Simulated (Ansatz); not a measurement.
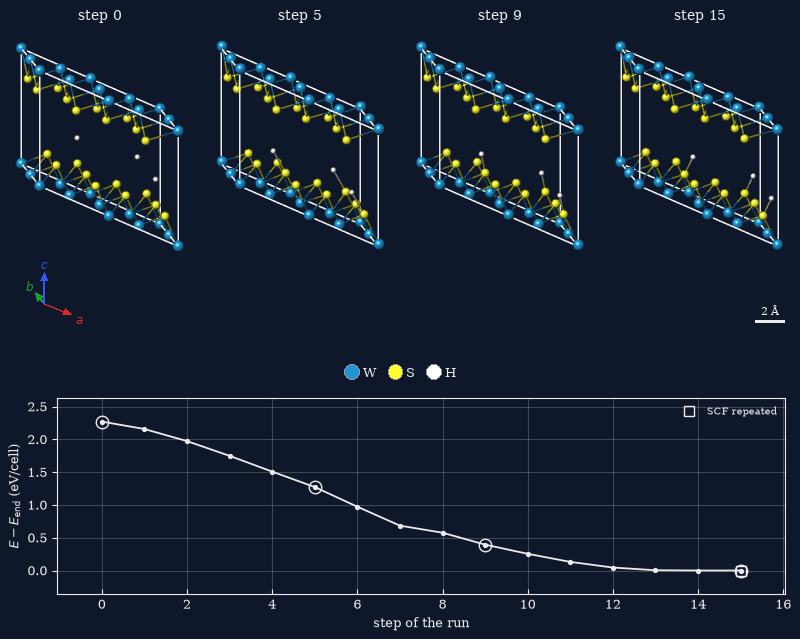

Frames of a relaxation of a defect cell of composition HW4S8 (cell charge +1), marked on the history of the run. A ball-and-stick model of the larger cell on standard axes (2 times the calculation's cell), seen slightly off an axis.

Case: H interstitial, charge +1, atoms relaxed. The atoms of the start lie slightly off their symmetric places, so part of the fall in energy undoes that.

The calculation used Ansatz, DFT PBE, scalar-relativistic, plane waves, PAW.

Input
```yaml
crystal:
  lattice:
    - [3.187747423, 5.5213404984, 0.0]
    - [6.375494846, 0.0, 0.0]
    - [3.187747423, 1.8404468328, -7.4744429926]
  atoms:
    - { symbol: W, position: [0.0006774473, 0.0006774473, 0.9979676581] }
    - { symbol: W, position: [0.0006774473, 0.5006774473, 0.9979676581] }
    - { symbol: W, position: [0.5006774473, 0.0006774473, 0.9979676581] }
    - { symbol: W, position: [0.5006774473, 0.5006774473, 0.9979676581] }
    - { symbol: S, position: [0.4040743331, 0.4040743331, 0.7877770007] }
    - { symbol: S, position: [0.4040743331, 0.9040743331, 0.7877770007] }
    - { symbol: S, position: [0.9040743331, 0.4040743331, 0.7877770007] }
    - { symbol: S, position: [0.9040743331, 0.9040743331, 0.7877770007] }
    - { symbol: S, position: [0.2639482196, 0.2639482196, 0.2081553412] }
    - { symbol: S, position: [0.2639482196, 0.7639482196, 0.2081553412] }
    - { symbol: S, position: [0.7639482196, 0.2639482196, 0.2081553412] }
    - { symbol: S, position: [0.7639482196, 0.7639482196, 0.2081553412] }
    - { symbol: H, position: [0.8232785666, 0.8377271278, 0.5043602131] }
total_charge: 1
basis:
  ecutwfc: 420
  xc_grid: 2
kpoints:
  mp_grid: { grid: [3, 3, 3], shift: [0.0, 0.0, 0.0] }
hamiltonian:
  xc: pbe
scf:
  occupations: { method: gaussian, width: 0.02 }
output:
  forces: true
  stress: false
  eigenvalues: true
relax:
  adjacent_minimum: "off"
  f_tol: 0.02
  max_steps: 60
```

Command:
```bash
ansatz run input.yaml --threads 4 --pin off --max-ram 10240MiB --backend cpu --events-out ev --progress --plain --runs-dir out
```

What happens along the run?

Answer. After 14 accepted moves (15 points after the start) the energy has fallen by 2.271 eV per cell of the calculation. Largest force component: 0.41 eV/Å at the start, 0.0076 eV/Å at the end. 1 step only repeated the SCF at the same geometry. H13 moves most: 1.82 Å along [1 0 −1]. By element the largest moves are H 1.82 Å, W 0.18 Å, S 0.18 Å. The cell stays as it was. Among the contacts that change: S6–H13 2.775 → 1.369 Å, W1–W3 3.188 → 3.263 Å, W1–W3 (another image) 3.188 → 3.113 Å, W3–S6 2.420 → 2.385 Å. New bonds form, among them: S6–H13 (2.78 → 1.37 Å). Bond angles that change, for instance: S6–W3–S10 81.0° → 77.0°, W1–S6–W3 82.4° → 86.3°, S8–W3–S9 135.3° → 137.5°. From step 0 to 5: H13 moves most (0.97 Å), energy −0.998 eV per cell of the calculation. From step 5 to 9: H13 moves most (0.64 Å), energy −0.878 eV per cell of the calculation. From step 9 to 15: H13 moves most (0.86 Å), energy −0.394 eV per cell of the calculation.

| step | E − E(0), meV/atom | largest force component, eV/Å | note |
| --- | --- | --- | --- |
| 0 | 0.00 | 0.4069 |  |
| 1 | -8.73 | 0.6922 |  |
| 2 | -22.87 | 0.9603 |  |
| 3 | -40.16 | 1.0888 |  |
| 4 | -58.67 | 1.0451 |  |
| 5 | -76.78 | 0.8162 |  |
| 6 | -99.84 | 1.2347 |  |
| 7 | -122.05 | 1.1133 |  |
| 8 | -130.36 | 1.7318 |  |
| 9 | -144.32 | 0.7876 |  |
| 10 | -155.07 | 0.6501 |  |
| 11 | -164.57 | 0.6242 |  |
| 12 | -171.19 | 0.3360 |  |
| 13 | -174.36 | 0.0923 |  |
| 14 | -174.66 | 0.0076 |  |
| 15 | -174.66 | 0.0076 | same geometry, SCF repeated |

Limits of the set-up: the periodic images lie only 6.4 Å apart, so the values are limited by the cell's size; the cell is charged, on a uniform background, and energies carry no finite-size correction.
